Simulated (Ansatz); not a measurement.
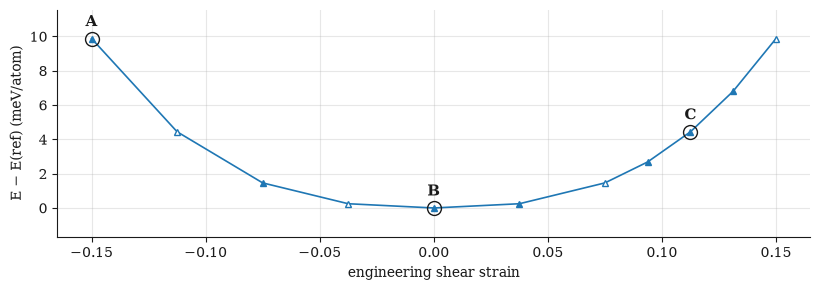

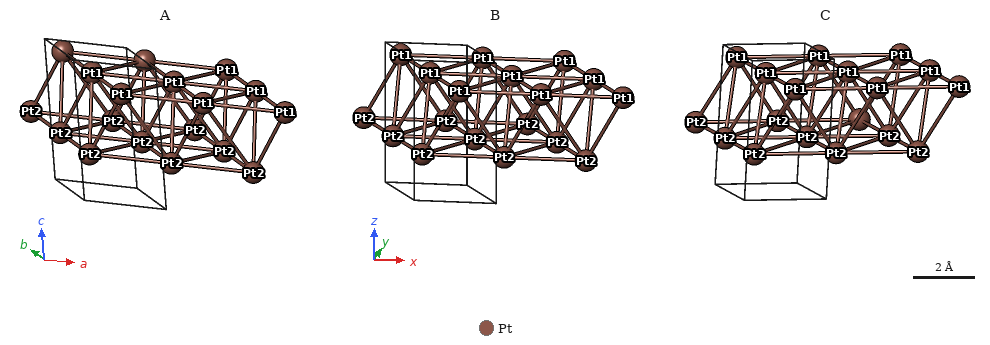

Crystalline Pt (P6_3/mmc): the cell is strained in shear in the xz plane, with the atoms kept at their fractional coordinates. x, y and z are the Cartesian axes of the input. The lettered frames are marked on the plot. Hollow markers are points alike by symmetry, not computed again. The picture is a ball-and-stick view of the cell of the calculation, repeated 3 × 3 × 1 with one cell outlined, seen slightly off an axis.

The calculation used Ansatz, DFT r2SCAN, scalar-relativistic, plane waves, PAW. Set-up: plane-wave cutoff 500 eV; k-point mesh 18 × 18 × 10; occupations gaussian; smearing width 0.15 eV; no spin polarisation. Energies (free energies at the smearing named) are counted from the cell as listed in its source, which wasn't relaxed.

**What does the scan show?**

The lowest computed point lies at the strain 0.00 (0.0 meV/atom). At the ends of the scan the energy is 9.9 meV/atom (−0.15) and 9.9 meV/atom (0.15). The unrelaxed reference is under a pressure of −6.4 GPa. The distortion takes the space group from P6_3/mmc to C2/c. At the strain −0.15 the cell of the drawing goes a 2.761 → 2.768 Å, b 2.761 → 2.763 Å, c 4.792 → 4.806 Å, α 90.0° → 85.7°, β 90.0° → 98.6°, γ 120.0° → 120.1°.
